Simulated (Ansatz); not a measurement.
## Run report: Cu, single-point calculation

- system: Cu (2 atoms in the cell)
- method: DFT r2SCAN, scalar-relativistic, plane waves, PAW, no spin polarisation (Ansatz 0.2.0)

The structure derives from a Materials Project entry. It belongs to a series of runs on one base structure; here: strain +0.0375 x Voigt [1, 1, 0, 0, 0, 0], atoms carried along. Figures and captions count atoms from 1; the log counts them from 0 in places.

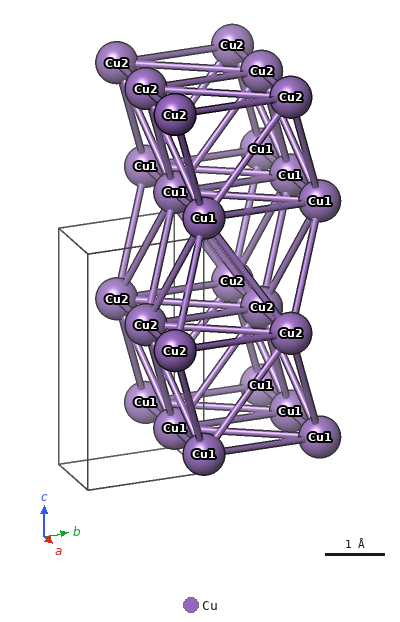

*The input geometry (ball-and-stick view of the cell of the calculation, repeated 3 × 2 × 2, seen slightly off an axis; atoms are numbered from 1 in the order of the input). An atom can appear more than once, as a periodic image.*

Near neighbours in the periodic cell (some may lie outside the picture): Cu has 12 Cu at 2.56 to 2.63 Å.

**Results in brief**

| quantity | value |
| --- | --- |
| outcome | converged |
| space group (tolerance 0.01 Å) | P6₃/mmc (194) |
| electrons treated | 38 |
| free energy | −13262.3886 eV |
| Fermi energy | 15.701 eV |
| gap on the k-point mesh | none (metallic) |
| pressure | −9.43 GPa |
| largest force (length of the vector) | under 0.001 eV/Å |
| hardware | 1 thread of Intel Xeon @ 2.70GHz, 189 GiB of memory available, shared host |
| wall time | 26 s |
| peak memory | 0.56 GiB |

**Input**
```yaml
crystal:
  lattice:
    - [2.6291252949, 0.0, 0.0]
    - [-1.3145626475, 2.2768892951, 0.0]
    - [0.0, 0.0, 4.112571]
  atoms:
    - { symbol: Cu, position: [0.3333333333, 0.6666666667, 0.25] }
    - { symbol: Cu, position: [0.6666666667, 0.3333333333, 0.75] }
basis:
  ecutwfc: 500
kpoints:
  mp_grid: { grid: [24, 24, 12] }
hamiltonian:
  xc: r2scan
scf:
  occupations: { method: gaussian, width: 0.15 }
output:
  forces: true
  stress: true
  eigenvalues: true
  write_density: true
  write_potential: true
  elf: true
  volumetric_format: npy
```

Launched with:
```bash
ansatz run input.yaml --threads 1 --pin off --max-ram 2560MiB --backend cpu --events-out ev --progress --plain --runs-dir out
```

**The program's output**
```
Engine: ansatz 0.2.0, x86_64-unknown-linux-gnu
Pseudopotentials: kind: paw
Pseudopotential: Cu, paw, valence charge 19, recommended cutoff 500 eV (meta_gga), Cu.paw.azcp
Functional definition: r2SCAN
  parameter k0 = 0.174
  parameter k1 = 0.065
  parameter a1 = 4.9479
  exchange = r2scan_x(k0 = k0, k1 = k1, a1 = a1)
  correlation = r2scan_c
Crystal: 2 atoms, lattice volume = 24.619 Å³
Basis set: ecut = 500 eV, 627 PW (Γ), exchange–correlation on 80×80×120 points (64 copies of the dense FFT grid, shifted against one another)
Bands: 23, of which v1, the nominal top of the filled ones, is band 19 counted from 1 (18 counted from 0)
Symmetry: 24 space group operations
Space group: P63/mmc (ITA 194), of the structure as read, at distance tolerance 2.9e-5 Å
k-points: 427 of 6912
Non-local potential: Cu, projectors of the file, l = 0: 3, l = 1: 2, l = 2: 3, l = 3: 1
PAW form: soft (Blöchl's): semilocal exchange-correlation on the pseudo side does not see the compensation charge
PAW frozen core: Cu, regenerated for the run's functional (the file was generated under x = pbe(κ = 0.804, μ = 0.2195149727645171), c = pbe(β = 0.06672455060314922))
PAW one-centre angular grid: Cu, 590 points (default); XC on 160 Gauss nodes
Initial density: superposition of atomic densities (neutral atoms: chi_scale 0, normalization atom), corrected by the library's trained network
Initial wavefunctions: pseudopotential atomic-orbital guess
Functional: x = r2scan, c = r2scan; τ floored in thin density (d = 2e-4 eV/Å³)
SCF iter   1: F=—  HF=-13262.428364 eV  |F-HF|=—  |Δ(HF+E_count)|=         —  Δρ=4.05e-2  dr2=2.25e-1  dr2_τ=1.84e-3  ethr=1.77e-3  ⟨swp⟩=4.5  Hψ=35261  notcnv=0
preconditioner: auto → none  [metal: Δε(μ)=0.025 eV  Ē_g=11.101 eV  σ=0.150 eV  W_gap=0.09  n_scr=8 (ndim 8)  ℏωp=35.1 eV  f_vac=0.000  D(μ)=0.53/eV (n_scr^D=2)  sad-step TF]
SCF iter   2: F=—  HF=-13262.406090 eV  |F-HF|=—  |Δ(HF+E_count)|=   2.23e-2  Δρ=1.32e-2  dr2=1.60e-2  dr2_τ=2.54e-3  ethr=5.91e-4  ⟨swp⟩=2.0  Hψ=19248  notcnv=0  defer=62
SCF iter   3: F=—  HF=-13262.390273 eV  |F-HF|=—  |Δ(HF+E_count)|=   1.58e-2  Δρ=6.21e-3  dr2=6.45e-3  dr2_τ=5.06e-5  ethr=4.22e-5  ⟨swp⟩=2.0  Hψ=19496  notcnv=0  defer=62
SCF iter   4: F=—  HF=-13262.388440 eV  |F-HF|=—  |Δ(HF+E_count)|=   1.83e-3  Δρ=8.65e-4  dr2=5.60e-5  dr2_τ=3.35e-6  ethr=1.70e-5  ⟨swp⟩=2.0  Hψ=13866  notcnv=0  defer=62
SCF iter   5: F=—  HF=-13262.388565 eV  |F-HF|=—  |Δ(HF+E_count)|=   1.25e-4  Δρ=2.05e-4  dr2=3.04e-6  dr2_τ=8.91e-8  ethr=1.47e-7  ⟨swp⟩=2.0  Hψ=18039  notcnv=0  defer=62
SCF iter   6: F=—  HF=-13262.388575 eV  |F-HF|=—  |Δ(HF+E_count)|=   9.35e-6  Δρ=3.48e-5  dr2=1.12e-7  dr2_τ=3.10e-9  ethr=8.00e-9  ⟨swp⟩=2.0  Hψ=17913  notcnv=0  defer=62
SCF iter   7: F=-13262.388575 eV  HF=-13262.388575 eV  |F-HF|=1.19e-9  |Δ(HF+E_count)|=   1.14e-7  Δρ=3.50e-6  dr2=1.90e-9  dr2_τ=2.18e-11  ethr=2.63e-10  ⟨swp⟩=8.4  Hψ=64115  notcnv=0
SCF 1 converged in 7 iterations: F = -13262.388575 eV  dr2 = 1.90e-9
  greatest PAW one-centre occupation: 1.000 electrons in one spin orbital (limit 2), on the Cu atom at site 1 (counted from 0), in its partial waves of l = 0
```

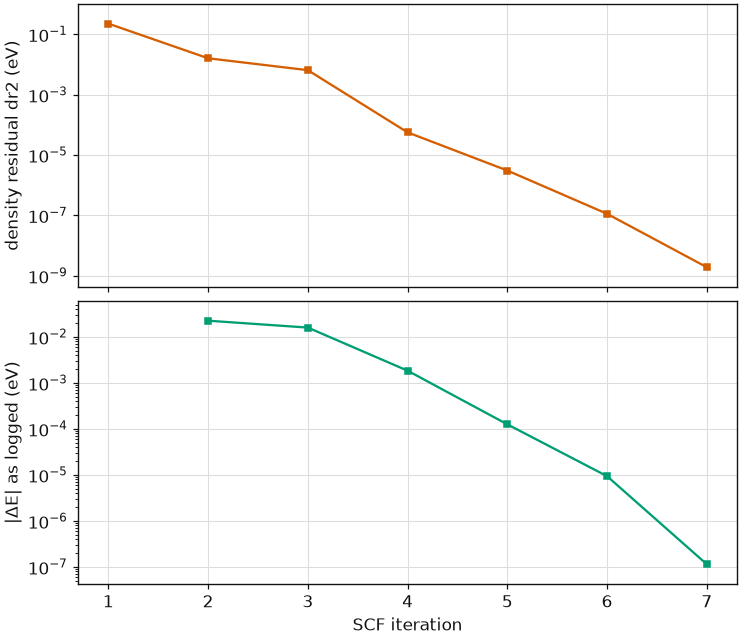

*Convergence of the self-consistent field: density residual dr2 and size of the energy change against the SCF iteration.*

The residual falls at every step.

```
SCF converged after 7 iterations
Free energy (F): -13262.388575 eV
Harris-Foulkes:  -13262.388575 eV  (|F-HF|=1.19e-9)
Internal energy: -13262.382545 eV  (E = F + TS)
E sigma→0 (E₀):  -13262.385560 eV
Entropy (-TS):   -0.006030 eV (-3.015 meV/atom)
Fermi energy:    15.700537 eV
--- Per-component energies (eV) ---
  E_band       = -800.760286
  E_kinetic    = 598.361023
  E_local      = -8278.973037  (includes V_loc(G=0)·N_el)
  E_nonlocal   = 792.635593
  E_hartree    = 3651.594132
  E_xc         = -166.492623
  E_vxc        = -247.640780  (∫ρ·V_xc dr)
  E_paw        = -3358.302494  (= ΣΔE_a)
  E_vpaw       = -986.129825  (= ΣTr[D̂ρ^β])
  E_aug_tail   = 0.000264  (compensation charges beyond the density's cutoff)
  E_vtau       = 17.803132  (kinetic-family band-sum trace: ∫τ·v_τ [+ j·A + Jᵃ·Aᵃ] dr)
  E_ewald      = -6500.603187
  E_core_change = -0.602216  (= ΣΔE_core)
  E_smearing   = -0.006030  (= −TS)
  E_closure    = -0.000000  (closes the sum)
  Σ components = -13262.388575   (vs F -13262.388575, Δ=0.00e0)
--- Forces (eV/Å), atoms counted from 1 ---
  atom   1  Cu     0.00000000    -0.00000000     0.00000000
  atom   2  Cu    -0.00000000     0.00000000     0.00000000
  max |Σ_I F_I| component: 2.31e-18 eV/Å
--- Stress (GPa, compression-positive) ---
      -11.645924      -0.000000       0.000000
       -0.000000     -11.645924       0.000000
        0.000000       0.000000      -5.009057
  P = ⅓ Tr σ = -9.4336 GPa (-94.336 kbar)
--- Band table (eV; the first three rows and the last of 427) ---
  k-point 0: bands = ["-100.6321", "-100.6183", "-56.5117", "-56.4213", "-56.4213", "-56.4056", "-56.4030", "-56.4030", "6.2919", "10.7646", "12.7576", "12.7576", "12.8511", "12.9890", "12.9890", "13.1187", "13.1187", "13.9494", "13.9494", "15.1523", "20.0613", "36.7071", "36.7071"]
  k-point 1: bands = ["-100.6319", "-100.6185", "-56.5099", "-56.4210", "-56.4210", "-56.4074", "-56.4034", "-56.4034", "6.3601", "10.7349", "12.7342", "12.7342", "12.8368", "12.9726", "12.9726", "13.1606", "13.1606", "13.9483", "13.9483", "14.7920", "20.5833", "36.7761", "36.7761"]
  k-point 2: bands = ["-100.6312", "-100.6192", "-56.5046", "-56.4201", "-56.4201", "-56.4127", "-56.4043", "-56.4043", "6.5635", "10.6236", "12.6891", "12.6891", "12.7958", "12.9275", "12.9275", "13.2598", "13.2598", "13.9418", "13.9418", "14.0367", "21.8440", "36.9385", "36.9805"]
  k-point 426: bands = ["-100.6184", "-100.6184", "-56.4841", "-56.4841", "-56.4541", "-56.4541", "-56.4212", "-56.4212", "11.8097", "11.8097", "11.9344", "11.9344", "12.4524", "12.4524", "13.2587", "13.2587", "13.9611", "13.9611", "19.5659", "19.5659", "21.1846", "21.1846", "22.4713"]
```

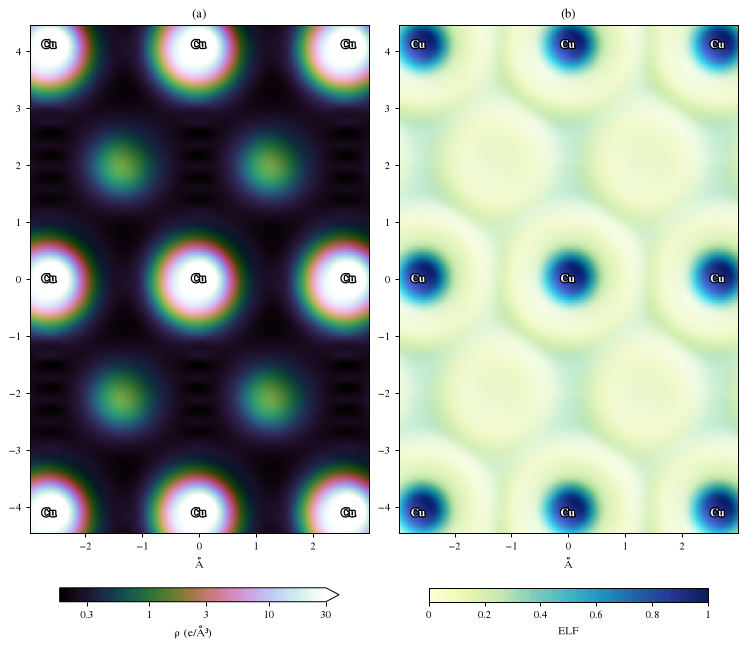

*(a) valence charge density (pseudo); (b) electron localisation function on the (100) plane of the conventional cell.*

The section cuts through Cu sites. Cu–Cu (2.63 Å): ρ is about 0.24 e/Å³ halfway; the ELF is about 0.20 at the midpoint; no localised pair between them. Away from the nuclei the density in this plane falls to 0.18 e/Å³ at its lowest. The strong features right at Cu lie inside the PAW spheres (semicore, d or f shells) and say nothing about bonding. In a PAW calculation such maps are meaningful between the atoms, not at the nuclei.

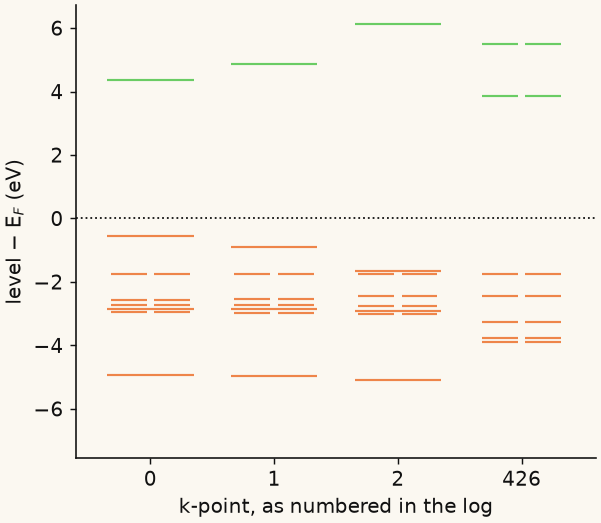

*Kohn–Sham levels near the Fermi level (dotted) at the few k-points that the log prints; levels within 0.02 eV of each other stand side by side.*

The system is metallic on the full mesh.
